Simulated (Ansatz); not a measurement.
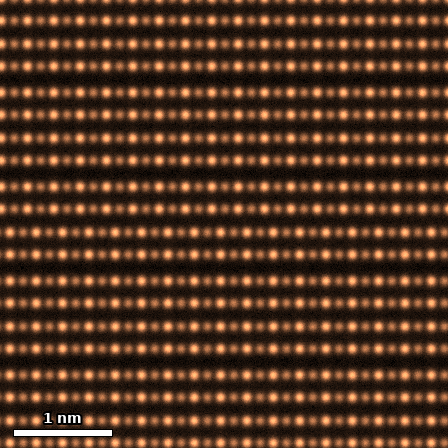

HAADF-like image of Ti (R-3m, No. 166) along [210]. The image is simulated as a sum over atoms of Z^1.6, blurred by a 0.69 Å probe (no channelling). The probe carries 25 % of its weight in a tail 2.5 times as wide. The display is stretched by a gamma of 0.65; percentages refer to the linear signal. Shot noise was added.

One planar defect was built into the perfect crystal by geometry alone, without relaxation. Host structure: coordinates from a relaxation with DFT PBE, scalar-relativistic, plane waves, PAW in Ansatz; the starting structure was generated, so it need not be a known form of this composition.

Q: Find the planar defect and say what kind it is.

A planar fault (a stacking fault) runs horizontally about 23 Å below the top edge. The part above it is shifted along the boundary by 2/3 of the 2.70 Å repeat of the rows (1.8 Å to the right, the same as 0.9 Å to the left); both parts keep the same orientation.
